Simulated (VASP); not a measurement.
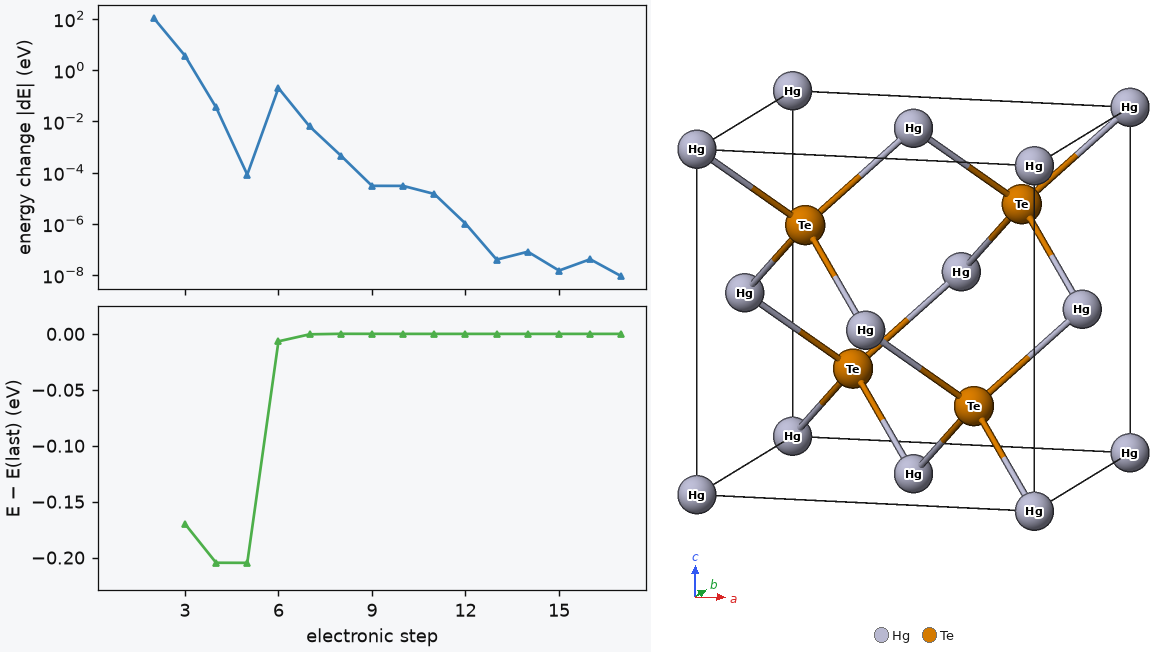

Beside the plot: the structure in its conventional cell.

The plot shows the electronic steps of a calculation: energy change |dE|, free energy less its last value. The first two energies lie far off the scale and aren't drawn.

HgTe (2 atoms in the cell), run with VASP.

INCAR
```
ENCUT = 520.000000
SIGMA = 0.020000
GGA = PE
PREC = Accurate
IBRION = -1
ISIF = 2
ISMEAR = -1
NBANDS = 16
NSW = 0
LASPH = .TRUE.
LCHARG = .FALSE.
LWAVE = .FALSE.
LREAL = .FALSE.
EDIFF = 1e-08
NELM = 89
```

KPOINTS
```
KPOINTS created by Atomic Simulation Environment
0
Gamma
6 6 6
0 0 0
```

POSCAR
```
Hg Te
 1.0000000000000000
     0.0000000000000000    3.3056036763000001    3.3056036763000001
     3.3056036763000001    0.0000000000000000    3.3056036763000001
     3.3056036763000001    3.3056036763000001    0.0000000000000000
 Hg  Te
   1   1
Cartesian
  0.0000000000000000  0.0000000000000000  0.0000000000000000
  1.6528018381500000  1.6528018381500000  1.6528018381500000
```

Question: How did this run end?

Answer: Converged, in 17 steps. The energy change falls unevenly and jumps up by a factor of two or more 3 times on the way down, most sharply at step 6 (by about 3 orders of magnitude). The jump at step 6 comes where the charge density, held fixed for the first 5 steps, starts to be updated.

Question: Read the energy change at the first and at the last step drawn.

Answer: It starts near 100 and ends near 9 × 10⁻⁹ eV.
